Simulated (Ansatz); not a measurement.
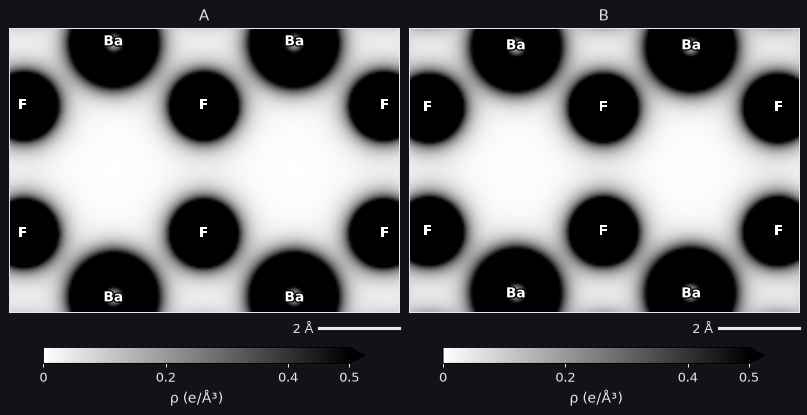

BaF2. The valence charge density (pseudo) of two cells that differ in size, on the (011̄) plane of each (indices in the axes of the calculation cell), at one length scale and on one colour scale; one has 20.3 and the other 22.3 Å³ an atom.

Computed with Ansatz, DFT PBE, scalar-relativistic, plane waves, PAW.

Core electrons are frozen (PAW), and the valence fields are smoothed inside the atomic spheres.

The larger cell:

```
Ba F
1.0
     0.00000    3.22381    3.22381
     3.22381    0.00000    3.22381
     3.22381    3.22381    0.00000
Ba F
1 2
Direct
  0.00000 0.00000 0.00000
  0.25000 0.25000 0.25000
  0.75000 0.75000 0.75000
```

The smaller cell: a = 4.417 Å, b = 4.417 Å, c = 4.417 Å, α = 60.00°, β = 60.00°, γ = 60.00°.

> Which is the denser cell? Describe the effect of the change.

Panel B is the smaller cell, by 9 % in volume. From the larger cell to the smaller, Ba–F goes from 2.79 to 2.70 Å, and the density at its midpoint from 0.19 to 0.23 e/Å³; the pressure goes from −4.1 to 0.0 GPa; the Kohn–Sham gap goes from 6.3 eV to 6.7 eV.
